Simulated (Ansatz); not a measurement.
Consider Li.

Input file:

```
crystal:
  lattice:
    - [7.6193009447, -2.6498232239, 0.0]
    - [7.6193009447, 2.6498232239, 0.0]
    - [0.0, 0.0, 5.0089622022]
  atoms:
    - { symbol: Li, position: [0.9348198966, 0.2651824484, 0.25] }
    - { symbol: Li, position: [0.0651801034, 0.7348175516, 0.75] }
    - { symbol: Li, position: [0.2651824484, 0.9348198966, 0.75] }
    - { symbol: Li, position: [0.7348175516, 0.0651801034, 0.25] }
    - { symbol: Li, position: [0.334844091, 0.665155909, 0.25] }
    - { symbol: Li, position: [0.665155909, 0.334844091, 0.75] }
    - { symbol: Li, position: [0.5348821437, 0.8650629616, 0.25] }
    - { symbol: Li, position: [0.4651178563, 0.1349370384, 0.75] }
    - { symbol: Li, position: [0.8650629616, 0.5348821437, 0.75] }
    - { symbol: Li, position: [0.1349370384, 0.4651178563, 0.25] }
basis:
  ecutwfc: 420
kpoints:
  mp_grid: { grid: [8, 8, 8] }
  band_path:
    path:
      - [[0.0, 0.0, 0.0], [-0.5, 0.5, 0.0], [0.33660382, 1.33660382, 0.0]]
      - [[1.66339618, 1.66339618, 0.0], [0.0, 0.0, 0.0], [0.0, 0.0, 0.5], [1.66339618, 1.66339618, 0.5]]
      - [[0.33660382, 1.33660382, 0.5], [-0.5, 0.5, 0.5], [-0.5, 0.5, 0.0]]
      - [[0.0, 0.0, 0.0], [1.0, 1.5, 0.0], [1.0, 1.5, 0.5], [0.0, 0.0, 0.5], [-0.5, 0.5, 0.5]]
    npoints: 14
hamiltonian:
  xc: pbe
scf:
  occupations: { method: gaussian, width: 0.1 }
  n_extra_bands: 25
output:
  forces: true
  stress: true
  eigenvalues: true
  populations: true
  dos: { projected: true, de: 0.02, nscf_kmesh: { grid: [10, 10, 10] } }
  bader: true
  write_density: true
  write_potential: true
  elf: true
  volumetric_format: npy
```

Run with:

```sh
ansatz run input.yaml --threads 1 --pin off --max-ram 2560MiB --backend cpu --events-out ev --progress --plain --runs-dir out
```

Space group Cmcm; a structure generated by program, which may or may not match a known phase.

Method: DFT PBE, scalar-relativistic, plane waves, PAW (Ansatz).

What will maps of the valence pseudo-density and electron localisation function show?

Li–Li (3.05 Å): ρ is about 0.05 e/Å³ halfway; the ELF reaches about 0.55 near the midpoint.

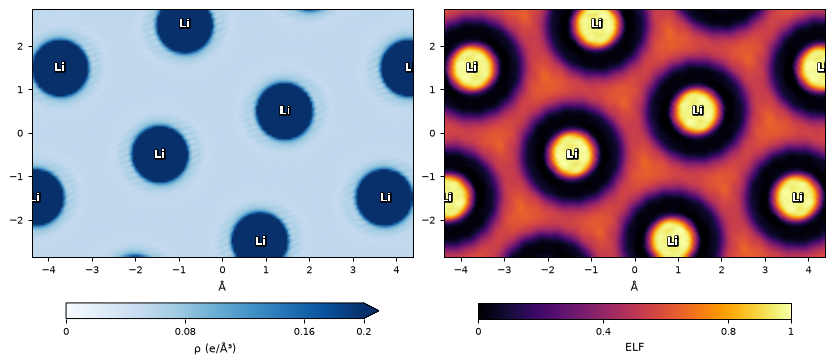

Computed valence pseudo-density and electron localisation function on the (001) plane of the calculation cell, in this order. 

In a PAW calculation such maps are meaningful between the atoms, not at the nuclei.
